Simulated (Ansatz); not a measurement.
# Ga4AsP3: what the fields show

Input file:

```
crystal:
  lattice:
    - [5.5637786, 0.0, 0.0]
    - [0.0, 5.5637786, 0.0]
    - [0.0, 0.0, 5.5637786]
  atoms:
    - { symbol: Ga, position: [0.754503, 0.754503, 0.245497] }
    - { symbol: Ga, position: [0.754503, 0.245497, 0.754503] }
    - { symbol: Ga, position: [0.245497, 0.754503, 0.754503] }
    - { symbol: Ga, position: [0.245497, 0.245497, 0.245497] }
    - { symbol: P, position: [0.5, 0.0, 0.0] }
    - { symbol: P, position: [0.0, 0.5, 0.0] }
    - { symbol: P, position: [0.0, 0.0, 0.5] }
    - { symbol: As, position: [0.5, 0.5, 0.5] }
basis:
  ecutwfc: 420
kpoints:
  mp_grid: { grid: [6, 6, 6] }
  band_path:
    path:
      - [[0.0, 0.0, 0.0], [0.0, 0.5, 0.0], [0.5, 0.5, 0.0], [0.0, 0.0, 0.0], [0.5, 0.5, 0.5], [0.0, 0.5, 0.0]]
      - [[0.5, 0.5, 0.5], [0.5, 0.5, 0.0]]
    npoints: 14
hamiltonian:
  xc: pbe
scf:
  occupations: { method: gaussian, width: 0.02 }
  n_extra_bands: 20
output:
  forces: true
  stress: true
  eigenvalues: true
  populations: true
  dos: { projected: true, de: 0.02, nscf_kmesh: { grid: [9, 9, 9] } }
  bader: true
  write_density: true
  write_potential: true
  elf: true
  volumetric_format: npy
```

Launched as:

```sh
ansatz run input.yaml --threads 4 --pin off --max-ram 8192MiB --backend cpu --events-out ev --progress --plain --runs-dir out
```

Below, planes, directions and counts refer to the conventional cell (a = 5.56 Å, b = 5.56 Å, c = 5.56 Å, α = 90.00°, β = 90.00°, γ = 90.00°).

Space group P-43m; a structure generated by program, which may or may not match a known phase.

All numbers below come from Ansatz 0.2.0, DFT PBE, scalar-relativistic, plane waves, PAW.

Core electrons are frozen (PAW), and the valence fields are smoothed inside the atomic spheres.

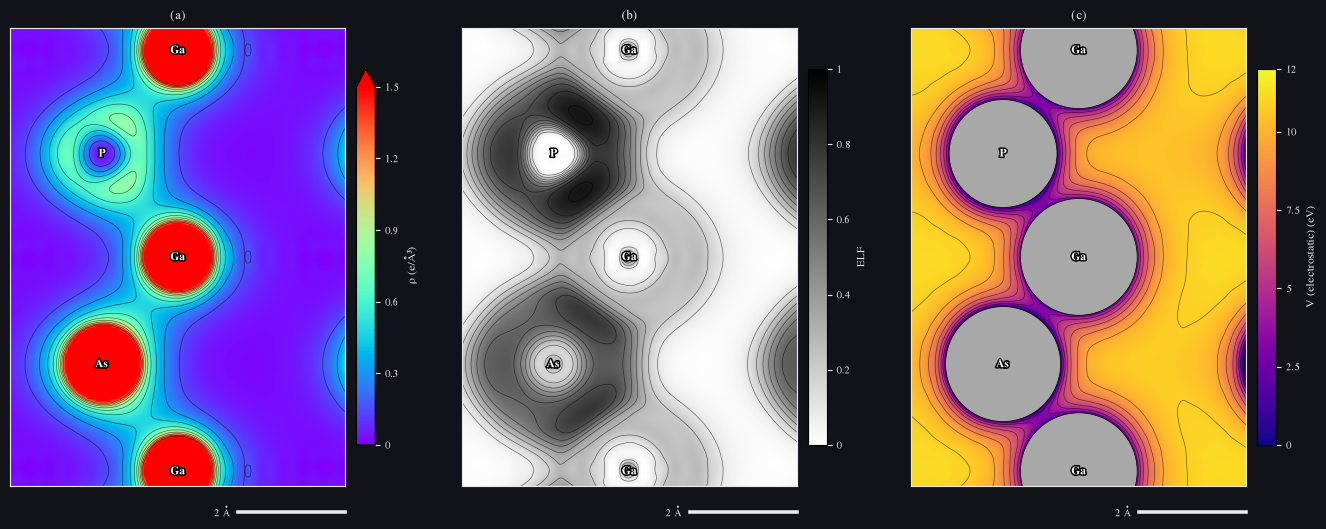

Figure 1. (a) valence electron density; (b) ELF; (c) electrostatic potential (local pseudopotential plus Hartree) felt by an electron on the (110) plane of the conventional cell. Grey discs cover the atomic cores in the potential map.

**Describe what can be read from this map.**

- Atoms in the plane: Ga, P and As.
- Ga–P (2.40 Å): ρ is about 0.52 e/Å³ halfway; the ELF peaks at about 0.90 in the valence shell of P, 0.9 Å from its nucleus, and is about 0.75 at the midpoint.
- Ga–As (2.45 Å): the density is about 0.5 e/Å³ at the midpoint; the ELF peaks at about 0.80 between the atoms: localised, covalent bonding.
- The density dies away to nearly zero in the voids.
- Outside the cores the potential energy rises away from the atoms and is highest about 2.4 Å from the nearest atoms; its zero is arbitrary.

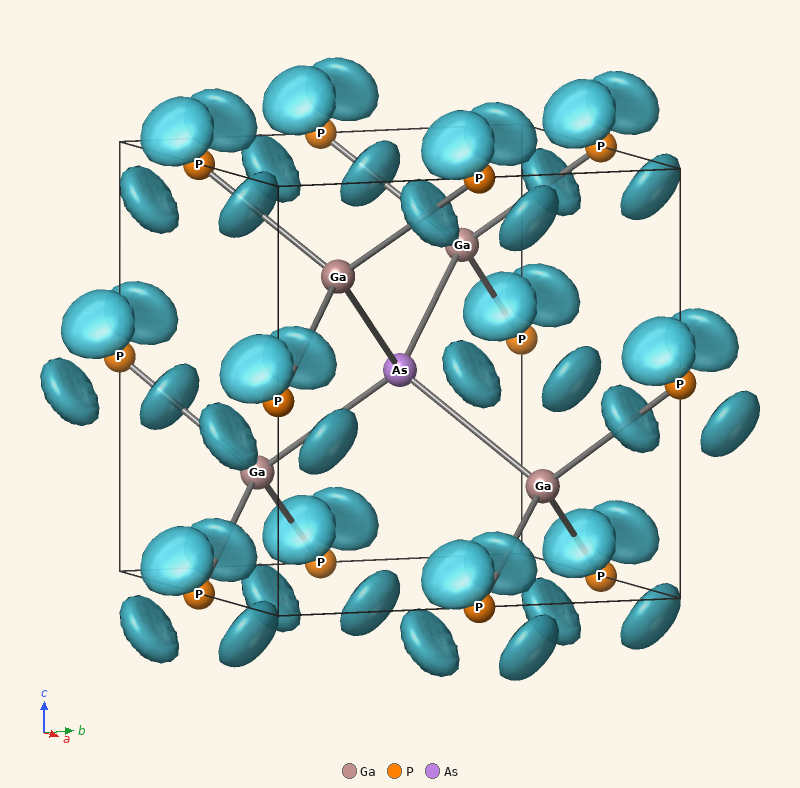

Figure 2. Isosurface of the ELF at 0.85 (cyan), seen slightly off an axis. Core shells and regions of very low density are left out. Sticks mark near contacts.

**What do the ELF domains correspond to?**

The ELF exceeds this value in twelve lobes of the valence shell of P pointing towards Ga (polar bonds), counted in one cell of 8 atoms. Any copies at cell faces, edges or corners count once.

**Which way does charge flow, and how much by Bader's partition?**

Electrons move from Ga towards P and As. Bader charges: Ga +0.80, P −0.83 and As −0.70 e.

**Metal or insulator at this level of theory?**

It is gapped, with a Kohn–Sham gap of 1.2 eV on the k-point mesh (the band edges may lie off the mesh, which would make the gap smaller).
